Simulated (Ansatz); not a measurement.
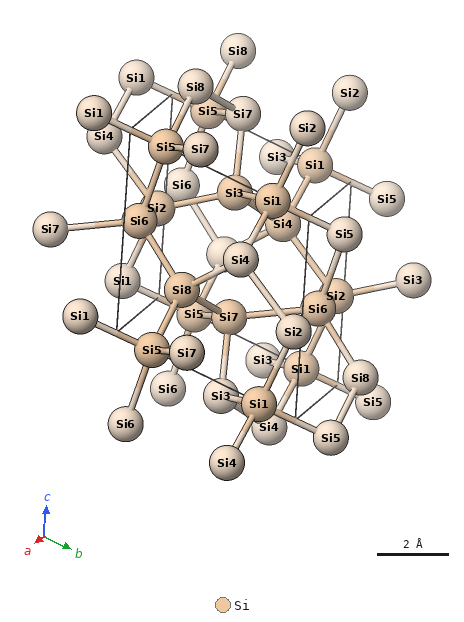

The structure as given in the input (ball-and-stick view of the cell of the calculation, set on other vectors, seen slightly off an axis; neighbours outside the cell are drawn fainter; atoms are numbered from 1 in the order of the input). An atom can appear more than once, as a periodic image. Near neighbours in the periodic cell (some may lie outside the picture): Si has 4 Si at 2.23 to 2.62 Å.

# Si: a changed input and its effect

System: Si (8 atoms in the cell).
Method of run A: DFT r2SCAN, scalar-relativistic, plane waves, PAW, no spin polarisation (Ansatz 0.2.0).

The structure derives from an entry of the Crystallography Open Database. Text and figures count atoms from 1; the logs count them from 0 in places.

### The input, run A
```yaml
crystal:
  lattice:
    - [-3.3628291446, 3.3846651638, 3.3045559139]
    - [3.3895937656, -3.3820288454, 3.3286842165]
    - [3.31691248, 3.3361121807, -3.3019195955]
  atoms:
    - { symbol: Si, position: [0.1955281897, 0.1963941978, 0.223682206] }
    - { symbol: Si, position: [0.4753643866, -0.0257187739, 0.282805255] }
    - { symbol: Si, position: [0.3271020874, 0.5223158887, 0.0085678605] }
    - { symbol: Si, position: [0.0019780764, 0.3107679359, 0.5108257149] }
    - { symbol: Si, position: [0.8003808249, 0.8041326016, 0.7894024695] }
    - { symbol: Si, position: [0.4868333611, -0.0195362512, 0.6863401661] }
    - { symbol: Si, position: [0.7061720668, 0.5027183695, 0.0069671301] }
    - { symbol: Si, position: [0.006641007, 0.7089260314, 0.4914091978] }
basis:
  ecutwfc: 500
kpoints:
  mp_grid: { grid: [8, 8, 8] }
hamiltonian:
  xc: r2scan
scf:
  occupations: { method: gaussian, width: 0.15 }
output:
  forces: true
  stress: true
  eigenvalues: true
```

Launched with:
```bash
ansatz run input.yaml --threads 2 --pin off --max-ram 5120MiB --backend cpu --events-out ev --progress --plain --runs-dir out
```

Hardware: 2 threads of Intel Xeon (Granite Rapids), 32 GiB of memory available, shared host.

### Output, shortened to warnings, some set-up lines, iterations and results (run A)
```
Basis set: ecut = 500 eV, 3815 PW (Γ), exchange–correlation on 180×180×180 points (64 copies of the dense FFT grid, shifted against one another)
Symmetry: 1 space group operations
k-points: 260 of 512 (time reversal used)
Initial density: superposition of atomic densities (neutral atoms: chi_scale 0, normalization atom), corrected by the library's trained network
[...]
SCF iter   1: F=—  HF=-5110.365213 eV  |F-HF|=—  |Δ(HF+E_count)|=         —  Δρ=4.79e-3  dr2=3.07e-2  dr2_τ=4.82e-2  ethr=1.77e-3  ⟨swp⟩=6.9  Hψ=36550  notcnv=0
SCF iter   2: F=—  HF=-5110.440303 eV  |F-HF|=—  |Δ(HF+E_count)|=   7.51e-2  Δρ=3.25e-3  dr2=1.38e-2  dr2_τ=4.14e-5  ethr=9.59e-5  ⟨swp⟩=2.0  Hψ=12488  notcnv=0  defer=1
SCF iter   3: F=—  HF=-5110.439403 eV  |F-HF|=—  |Δ(HF+E_count)|=   9.01e-4  Δρ=4.99e-4  dr2=3.00e-4  dr2_τ=9.36e-6  ethr=4.32e-5  ⟨swp⟩=2.4  Hψ=9818  notcnv=0  defer=1
SCF iter   4: F=—  HF=-5110.439654 eV  |F-HF|=—  |Δ(HF+E_count)|=   2.51e-4  Δρ=1.86e-4  dr2=5.03e-5  dr2_τ=3.07e-7  ethr=9.37e-7  ⟨swp⟩=2.7  Hψ=10301  notcnv=0  defer=1
SCF iter   5: F=—  HF=-5110.439725 eV  |F-HF|=—  |Δ(HF+E_count)|=   7.10e-5  Δρ=3.56e-5  dr2=2.15e-6  dr2_τ=1.25e-8  ethr=1.57e-7  ⟨swp⟩=2.0  Hψ=9876  notcnv=0  defer=1
SCF iter   6: F=-5110.439727 eV  HF=-5110.439727 eV  |F-HF|=7.19e-8  |Δ(HF+E_count)|=   1.79e-6  Δρ=7.08e-6  dr2=7.38e-8  dr2_τ=8.82e-10  ethr=3.13e-10  ⟨swp⟩=8.5  Hψ=35512  …
SCF 1 converged in 6 iterations: F = -5110.439727 eV  dr2 = 7.38e-8
SCF converged after 6 iterations
Free energy (F): -5110.439727 eV
Harris-Foulkes:  -5110.439727 eV  (|F-HF|=7.19e-8)
Internal energy: -5110.435411 eV  (E = F + TS)
E sigma→0 (E₀):  -5110.437569 eV
Entropy (-TS):   -0.004316 eV (-0.540 meV/atom)
Fermi energy:    7.396880 eV
--- Per-component energies (eV) ---
  E_band       = 53.216791
  E_kinetic    = 322.493207
  E_local      = -150.829618  (includes V_loc(G=0)·N_el)
  E_nonlocal   = 199.314337
  E_hartree    = 41.699359
  E_xc         = -411.756065
  E_vxc        = -397.474202  (∫ρ·V_xc dr)
  E_paw        = -4155.255829  (= ΣΔE_a)
  E_vpaw       = -19.157862  (= ΣTr[D̂ρ^β])
  E_aug_tail   = 0.000036  (compensation charges beyond the density's cutoff)
  E_vtau       = 15.472575  (kinetic-family band-sum trace: ∫τ·v_τ [+ j·A + Jᵃ·Aᵃ] dr)
  E_ewald      = -955.489374
  E_core_change = -0.611464  (= ΣΔE_core)
  E_smearing   = -0.004316  (= −TS)
  E_closure    = -0.000000  (closes the sum)
  Σ components = -5110.439727   (vs F -5110.439727, Δ=0.00e0)
--- Forces (eV/Å), atoms counted from 1 ---
  atom   1  Si    -0.86076579    -0.78109513     1.07647293
  atom   2  Si     1.45832504     0.24546590     1.79645141
  atom   3  Si    -0.84898953    -0.20740142    -2.22485471
  atom   4  Si     0.30062620    -0.33630767    -0.68280096
  atom   5  Si     0.15404775     0.56133946    -0.32573807
  atom   6  Si     0.79502430     0.72102225     0.91400631
  atom   7  Si    -1.29864333    -0.37583271     0.48492923
  atom   8  Si     0.30037396     0.17281939    -1.03848919
  max |Σ_I F_I| component: 2.31e-5 eV/Å
--- Stress (GPa, compression-positive) ---
        0.945279       0.272647      -1.279735
        0.272648      -1.129389       1.277860
       -1.279735       1.277860      -0.136969
  P = ⅓ Tr σ = -0.1070 GPa (-1.070 kbar)
```

The input of run B differs as follows (lines with − go, lines with + come):
```diff
-    - [-3.3628291446, 3.3846651638, 3.3045559139]
-    - [3.3895937656, -3.3820288454, 3.3286842165]
-    - [3.31691248, 3.3361121807, -3.3019195955]
+    - [-3.3236145463, 3.3236145463, 3.3236145463]
+    - [3.3236145463, -3.3236145463, 3.3236145463]
+    - [3.3236145463, 3.3236145463, -3.3236145463]
-    - { symbol: Si, position: [0.1955281897, 0.1963941978, 0.223682206] }
-    - { symbol: Si, position: [0.4753643866, -0.0257187739, 0.282805255] }
-    - { symbol: Si, position: [0.3271020874, 0.5223158887, 0.0085678605] }
-    - { symbol: Si, position: [0.0019780764, 0.3107679359, 0.5108257149] }
-    - { symbol: Si, position: [0.8003808249, 0.8041326016, 0.7894024695] }
-    - { symbol: Si, position: [0.4868333611, -0.0195362512, 0.6863401661] }
-    - { symbol: Si, position: [0.7061720668, 0.5027183695, 0.0069671301] }
-    - { symbol: Si, position: [0.006641007, 0.7089260314, 0.4914091978] }
+    - { symbol: Si, position: [0.2012870859, 0.2089912084, 0.2237871389] }
+    - { symbol: Si, position: [0.5144027697, 0.0120367989, 0.2924704044] }
+    - { symbol: Si, position: [0.2859854321, 0.5061120397, -0.018868268] }
+    - { symbol: Si, position: [-0.0175068118, 0.2870660839, 0.4985784942] }
+    - { symbol: Si, position: [0.7745909743, 0.7703647189, 0.7907076228] }
+    - { symbol: Si, position: [0.5196415316, 0.0060303176, 0.7008946578] }
+    - { symbol: Si, position: [0.718152974, 0.5128910205, 0.0112734071] }
+    - { symbol: Si, position: [0.0034460442, 0.6965078121, 0.5011565427] }
```

What does this change do to the results?

With the same functional and potentials, run B lies 1.9 meV per atom higher. The pressure goes from −0.11 to −0.33 GPa. The largest force goes from 2.390 to 2.045 eV/Å. The volume per atom goes from 18.69 to 18.36 Å³. The number of SCF iterations is the same. The plane waves at Γ go from 3815 to 3781.

### Output, shortened to warnings, some set-up lines, iterations and results (run B)
```
Basis set: ecut = 500 eV, 3781 PW (Γ), exchange–correlation on 180×180×180 points (64 copies of the dense FFT grid, shifted against one another)
Symmetry: 1 space group operations
k-points: 260 of 512 (time reversal used)
Initial density: superposition of atomic densities (neutral atoms: chi_scale 0, normalization atom), corrected by the library's trained network
[...]
SCF iter   1: F=—  HF=-5110.342561 eV  |F-HF|=—  |Δ(HF+E_count)|=         —  Δρ=4.73e-3  dr2=2.88e-2  dr2_τ=4.67e-2  ethr=1.77e-3  ⟨swp⟩=6.8  Hψ=36571  notcnv=0
SCF iter   2: F=—  HF=-5110.424741 eV  |F-HF|=—  |Δ(HF+E_count)|=   8.22e-2  Δρ=3.22e-3  dr2=1.30e-2  dr2_τ=4.11e-5  ethr=8.99e-5  ⟨swp⟩=2.0  Hψ=12485  notcnv=0  defer=4
SCF iter   3: F=—  HF=-5110.424298 eV  |F-HF|=—  |Δ(HF+E_count)|=   4.43e-4  Δρ=4.56e-4  dr2=2.34e-4  dr2_τ=8.52e-6  ethr=4.05e-5  ⟨swp⟩=2.4  Hψ=9869  notcnv=0  defer=4
SCF iter   4: F=—  HF=-5110.424567 eV  |F-HF|=—  |Δ(HF+E_count)|=   2.69e-4  Δρ=1.68e-4  dr2=3.87e-5  dr2_τ=2.31e-7  ethr=7.30e-7  ⟨swp⟩=2.6  Hψ=9896  notcnv=0  defer=4
SCF iter   5: F=—  HF=-5110.424637 eV  |F-HF|=—  |Δ(HF+E_count)|=   7.05e-5  Δρ=3.52e-5  dr2=1.88e-6  dr2_τ=1.16e-8  ethr=1.21e-7  ⟨swp⟩=2.0  Hψ=9871  notcnv=0  defer=6
SCF iter   6: F=-5110.424639 eV  HF=-5110.424639 eV  |F-HF|=7.74e-8  |Δ(HF+E_count)|=   1.65e-6  Δρ=6.72e-6  dr2=6.64e-8  dr2_τ=8.36e-10  ethr=3.13e-10  ⟨swp⟩=8.3  Hψ=35240  …
SCF 1 converged in 6 iterations: F = -5110.424639 eV  dr2 = 6.64e-8
SCF converged after 6 iterations
Free energy (F): -5110.424639 eV
Harris-Foulkes:  -5110.424639 eV  (|F-HF|=7.74e-8)
Internal energy: -5110.417069 eV  (E = F + TS)
E sigma→0 (E₀):  -5110.420854 eV
Entropy (-TS):   -0.007570 eV (-0.946 meV/atom)
Fermi energy:    7.516956 eV
--- Per-component energies (eV) ---
  E_band       = 59.150851
  E_kinetic    = 322.720177
  E_local      = -137.145108  (includes V_loc(G=0)·N_el)
  E_nonlocal   = 198.975128
  E_hartree    = 37.980707
  E_xc         = -411.930109
  E_vxc        = -397.810646  (∫ρ·V_xc dr)
  E_paw        = -4155.152979  (= ΣΔE_a)
  E_vpaw       = -19.068941  (= ΣTr[D̂ρ^β])
  E_aug_tail   = 0.000036  (compensation charges beyond the density's cutoff)
  E_vtau       = 15.518986  (kinetic-family band-sum trace: ∫τ·v_τ [+ j·A + Jᵃ·Aᵃ] dr)
  E_ewald      = -965.253458
  E_core_change = -0.611464  (= ΣΔE_core)
  E_smearing   = -0.007570  (= −TS)
  E_closure    = 0.000000  (closes the sum)
  Σ components = -5110.424639   (vs F -5110.424639, Δ=0.00e0)
--- Forces (eV/Å), atoms counted from 1 ---
  atom   1  Si    -1.00154108    -0.79855818     0.61891338
  atom   2  Si     0.21262131    -0.98984429    -1.77673598
  atom   3  Si     0.28988116     1.70766584    -0.42725928
  atom   4  Si    -0.29163280     0.50041931     1.35437084
  atom   5  Si     0.00590654    -0.04689251     1.92293849
  atom   6  Si     0.33710497    -0.61619613    -0.53098489
  atom   7  Si    -0.16794568    -0.04843466    -1.48612056
  atom   8  Si     0.61565427     0.29183786     0.32487558
  max |Σ_I F_I| component: 4.87e-5 eV/Å
--- Stress (GPa, compression-positive) ---
       -1.360347       0.047834      -0.461308
        0.047835       0.598161      -0.821621
       -0.461308      -0.821621      -0.223574
  P = ⅓ Tr σ = -0.3286 GPa (-3.286 kbar)
```

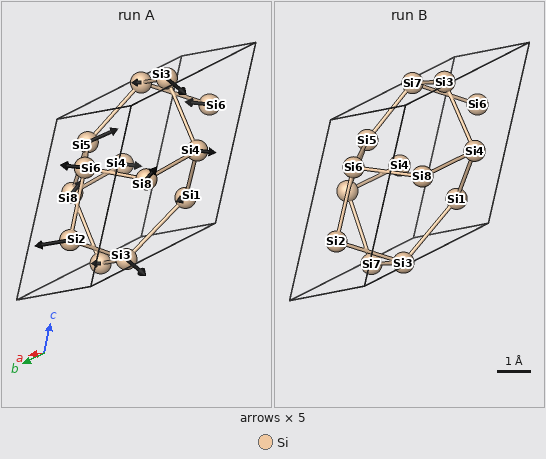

The two input geometries at one scale (ball-and-stick view of the cell of the calculation, seen at an oblique angle). The black arrows on the first give the shifts of the atoms relative to the cell, with their mean removed, magnified 5 times. The largest move relative to the cell is that of Si2, 0.23 Å. (The mean shift of all atoms is removed.) The volume changes by −1.8 %, with a 5.804 → 5.757 Å (−0.8 %), b 5.832 → 5.757 Å (−1.3 %), c 5.748 → 5.757 Å (+0.2 %), α 109.2° → 109.5°, β 108.8° → 109.5°, γ 110.5° → 109.5°. Among the contacts that change: Si2–Si4 2.536 → 2.224 Å, Si5–Si7 2.484 → 2.263 Å, Si6–Si8 2.293 → 2.481 Å, Si2–Si3 2.230 → 2.412 Å.

### The two runs side by side

```tsv
quantity	run A	run B
outcome	converged	converged
free energy per atom (eV)	−638.8050	−638.8031
energy per atom, smearing taken to zero (eV)	−638.8047	−638.8026
gap on the mesh (eV)	0.00	0.00
pressure (GPa)	−0.11	−0.33
volume per atom (Å³)	18.69	18.36
largest force (eV/Å)	2.390	2.045
SCF iterations	6	6
irreducible k-points	260	260
plane waves at Γ	3815	3781
wall time (shared host)	33 s	33 s
```
